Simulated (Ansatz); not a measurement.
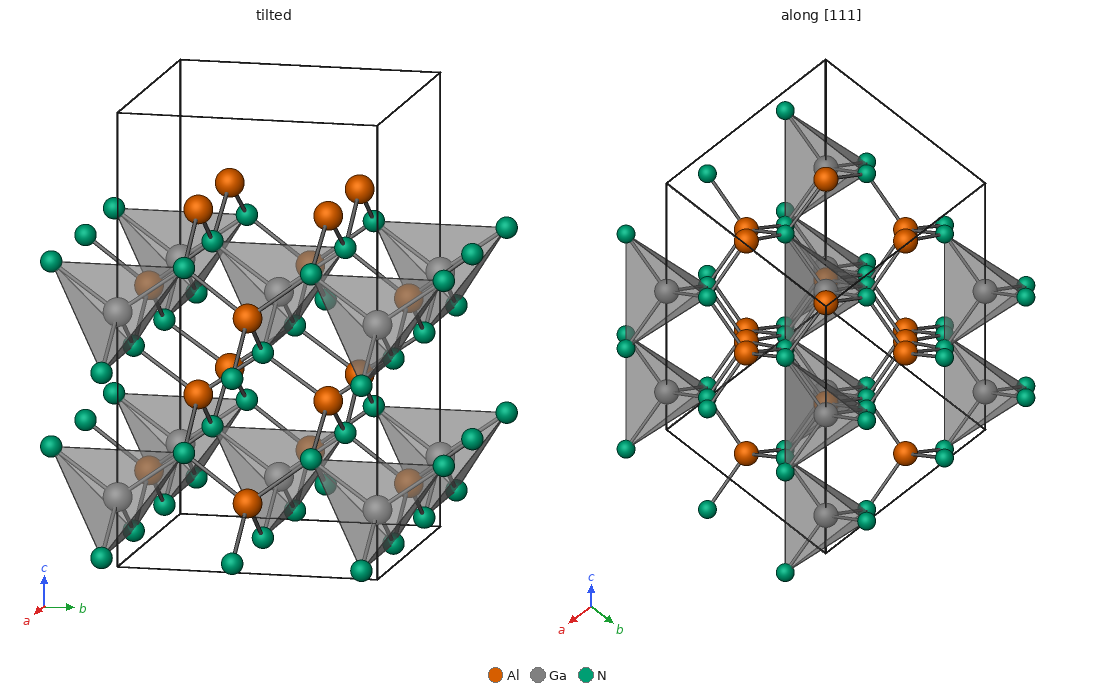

A polyhedral rendering, viewed slightly off an axis and along [111]. One conventional unit cell is framed, with atoms on its boundary repeated. Some atoms of the next cells are drawn as well. Cell: a = 6.224 Å, b = 6.224 Å, c = 10.802 Å, α = 90.00°, β = 90.00°, γ = 90.00°.

Describe the arrangement of the atoms.

The compound is Al3GaN4. Space group: Cmm2 (No. 35). Lattice: base-centred orthorhombic. With Z = 4, the cell contains 12 Al, 4 Ga, 16 N. The polyhedra are GaN4 tetrahedra; they share no atoms with one another. Each Ga has four N in a tetrahedral arrangement at about 1.9 Å. Taking every contact within bonding distance, one finds Al 2 to 4 (mean 3.3) and N 2 to 4 (mean 3.5). The bonds build Al3GaN4 layers parallel to (001).

Its origin is a structure listed in the Materials Project. The cell was then strained or its atoms displaced on purpose. It went into a calculation with Ansatz.

At this level of theory the run's own cell isn't at rest (forces up to 2.2 eV/Å), so its distances can differ from those at equilibrium, the more so the softer the solid.
